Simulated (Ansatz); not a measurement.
System: BN.

Input

```
crystal:
  lattice:
    - [2.5099983704, 0.0, 0.0]
    - [-1.2549991852, 2.1737223522, 0.0]
    - [0.0, 0.0, 6.69]
  atoms:
    - { symbol: B, position: [0.0, 0.0, 0.5] }
    - { symbol: B, position: [0.3333333333, 0.6666666667, 0.0] }
    - { symbol: "N", position: [0.0, 0.0, 0.0] }
    - { symbol: "N", position: [0.6666666667, 0.3333333333, 0.5] }
basis:
  ecutwfc: 420
kpoints:
  mp_grid: { grid: [12, 12, 4] }
hamiltonian:
  xc: pbe
  dispersion: d3bj
scf:
  occupations: { method: gaussian, width: 0.02 }
output:
  forces: true
  stress: true
  eigenvalues: true
  write_density: true
  write_potential: true
  elf: true
  volumetric_format: npy
relax:
  adjacent_minimum: "off"
  f_tol: 0.005
  max_steps: 80
  cell: { stress_tol: 0.05 }
```

Command:

```sh
ansatz run input.yaml --threads 1 --pin off --max-ram 3072MiB --backend cpu --events-out ev --progress --plain --runs-dir out
```

Below, planes, directions and counts refer to the conventional cell (a = 2.51 Å, b = 2.51 Å, c = 6.60 Å, α = 90.00°, β = 90.00°, γ = 120.00°).

The fields are those of the run's last geometry, not of the input's.

Space group P-6m2.

Level of theory: Ansatz, DFT PBE+D3(BJ), scalar-relativistic, plane waves, PAW.

**Predict the valence pseudo-density and electron localisation function between the atoms.**

B–N (1.45 Å): ρ at the midpoint is about 1.8 e/Å³; the ELF peaks at about 0.95 between the atoms: a shared but strongly polarised pair.

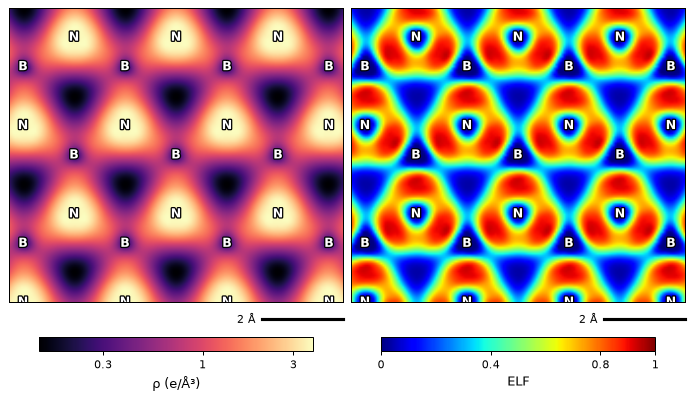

Computed valence pseudo-density and electron localisation function on the (001) plane of the conventional cell, in this order. 
